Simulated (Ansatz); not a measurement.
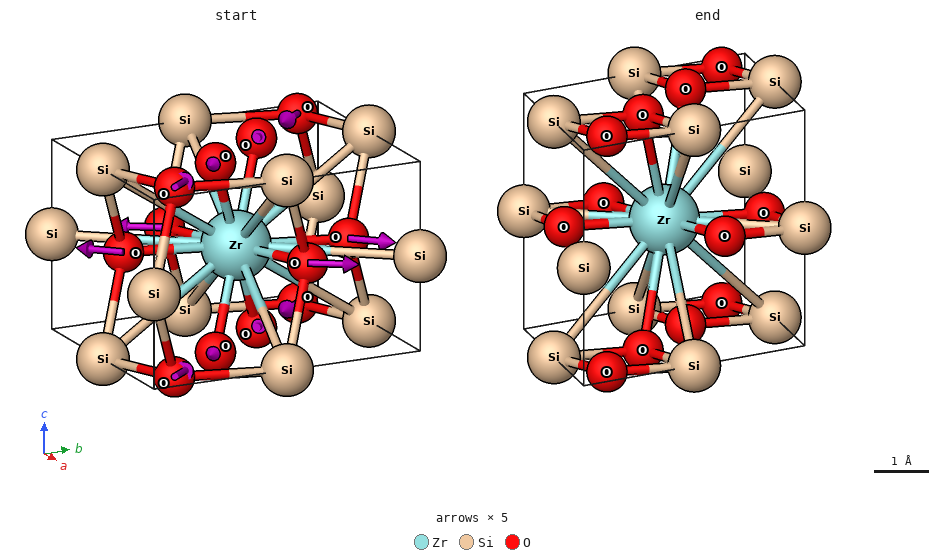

The structure of a crystal of ZrSi3O8 (a generated structure, set up in Cmmm) (coarse preliminary run) before (left) and after (right) a relaxation, at one scale. The purple arrows give the displacements (the part carried along by the change of the cell is left out), magnified 5 times.

The picture is a ball-and-stick view of the cell of the calculation, seen slightly off an axis.

Computed with DFT PBE, scalar-relativistic, plane waves, PAW in Ansatz. Set-up: plane-wave cutoff 420 eV; k-point mesh 4 × 4 × 6; occupations gaussian; smearing width 0.1 eV; no spin polarisation; cell and atoms relaxed; force threshold 0.04 eV/Å; at most 70 steps.

Summarise the run.

Answer. The energy falls by 6.285 eV per cell of the calculation in 22 accepted moves (26 points after the start). Largest force component: 1.5 eV/Å at the start, 0.01 eV/Å at the end. The pressure goes from −30.86 to 0.09 GPa. The line search rejected the trial step at point 14 of the run. The SCF was repeated 3 times at an unchanged geometry on a basis and grid sized afresh for the cell, which shifted the energy by 0.230 eV per cell of the calculation at most. The largest moves relative to the cell, 0.20 Å, are those of O atoms. Si and Zr stay in place. Cell: a = b 6.283 → 5.749 Å (−8.5 %), c 3.627 → 4.509 Å (+24.3 %), γ 109.5° → 122.5°. Volume −6.9 %. Near-neighbour distances that change, for instance: Si–Zr 3.627 → 2.766 Å, Si–Si 3.627 → 2.766 Å, O–Si 2.221 → 1.708 Å, O–Si 2.221 → 1.747 Å. New bonds form: O–Si (2.22 → 1.71 Å). Among the angles between lasting bonds that change: Zr–O–Zr 109.5° → 118.9°, Si–O–Si 109.5° → 104.7°. The space group stays Cmmm (No. 65).
